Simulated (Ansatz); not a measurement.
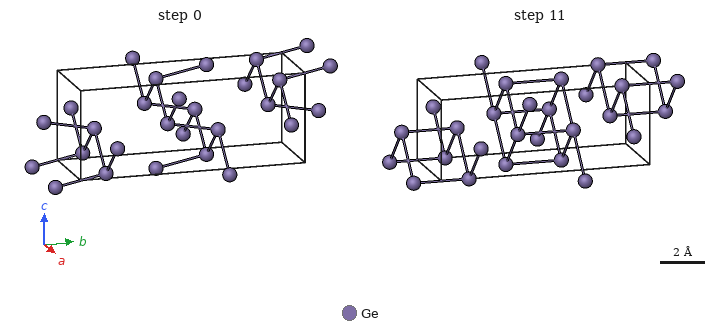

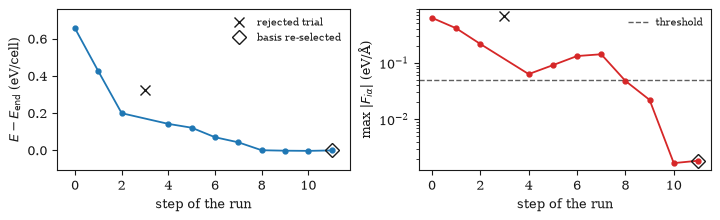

First and last geometry of a relaxation of crystalline Ge (a generated structure, set up in Cmce) (coarse preliminary run), with the history of the run. The picture is a ball-and-stick view of the conventional cell (2 times the calculation's cell), seen slightly off an axis. Lengths and directions refer to the drawn axes.

Case: As → Ge on all its sites, cell and atoms relaxed.

Level of theory: DFT PBE+D3(BJ), scalar-relativistic, plane waves, PAW (Ansatz 0.2.0).

Input
```yaml
crystal:
  lattice:
    - [1.8784281405, -5.4448174679, 0.0]
    - [1.8784281405, 5.4448174679, 0.0]
    - [0.0, 0.0, 4.3228343831]
  atoms:
    - { symbol: Ge, position: [0.1126485215, 0.8873514785, 0.9444358992] }
    - { symbol: Ge, position: [0.6126485215, 0.3873514785, 0.5555641008] }
    - { symbol: Ge, position: [0.8873514785, 0.1126485215, 0.0555641008] }
    - { symbol: Ge, position: [0.3873514785, 0.6126485215, 0.4444358992] }
basis:
  ecutwfc: 420
kpoints:
  mp_grid: { grid: [6, 6, 6] }
hamiltonian:
  xc: pbe
  dispersion: d3bj
scf:
  occupations: { method: gaussian, width: 0.1 }
output:
  forces: true
  stress: true
  eigenvalues: true
relax:
  adjacent_minimum: "off"
  f_tol: 0.05
  max_steps: 60
  cell: { stress_tol: 0.5 }
```

Launched with:
```bash
ansatz run input.yaml --threads 1 --pin off --max-ram 2560MiB --backend cpu --events-out ev --progress --plain --runs-dir out
```

### What do the curves and the structures tell?

It converged. Over 9 accepted moves (11 points after the start) the energy falls by 0.657 eV per cell of the calculation. The largest force component goes from 0.63 to 0.0019 eV/Å. Pressure: 2.82 GPa at the start and −0.08 GPa at the end. The line search rejected the trial step at point 3 of the run. The SCF was repeated once at an unchanged geometry on a basis and grid sized afresh for the cell, which shifted the energy by 2.3 meV per cell of the calculation at most. The largest moves relative to the cell, 0.30 Å, are those of Ge1, Ge2, Ge3 and Ge4. Ge2 goes along [0 −1 −3]. The drawn cell changes as follows: a 3.757 → 3.866 Å (+2.9 %), b 10.890 → 10.113 Å (−7.1 %), c 4.323 → 3.901 Å (−9.8 %); the volume changes by −13.8 %. Near-neighbour distances that change, for instance: Ge1–Ge2 3.242 → 2.746 Å, Ge1–Ge2 (another image) 2.521 → 2.746 Å, Ge1–Ge3 2.500 → 2.693 Å. Among the angles between lasting bonds that change: Ge2–Ge1–Ge3 97.4° → 90.0°, Ge2–Ge1–Ge2 96.3° → 89.5°. The space group (tolerance 0.01 Å) goes from Cmce (No. 64) to Fmmm (No. 69). Cost: 76 s on 1 thread of Intel(R) Xeon(R) Platinum 8488C (Sapphire Rapids) (shared host), peak memory 0.47 GiB.

```
step  E − E(0), meV/atom  largest force component, eV/Å  pressure, GPa  volume, Å³/atom                      note
   0                0.00                         0.6301           2.82           22.106                          
   1              -57.71                         0.4114           1.33           21.541                          
   2             -114.13                         0.2170          -2.08           20.694                          
   3              -83.52                         0.6756           5.39           18.950                  rejected
   4             -128.50                         0.0635          -0.84           20.122                          
   5             -133.66                         0.0914           0.29           19.709                          
   6             -146.44                         0.1326          -0.51           19.604                          
   7             -153.31                         0.1426           1.06           18.923                          
   8             -163.96                         0.0481          -0.08           19.107                          
   9             -164.56                         0.0222           0.18           19.010                          
  10             -164.80                         0.0017          -0.08           19.061                          
  11             -164.23                         0.0019          -0.08           19.061  same geometry, new basis
```
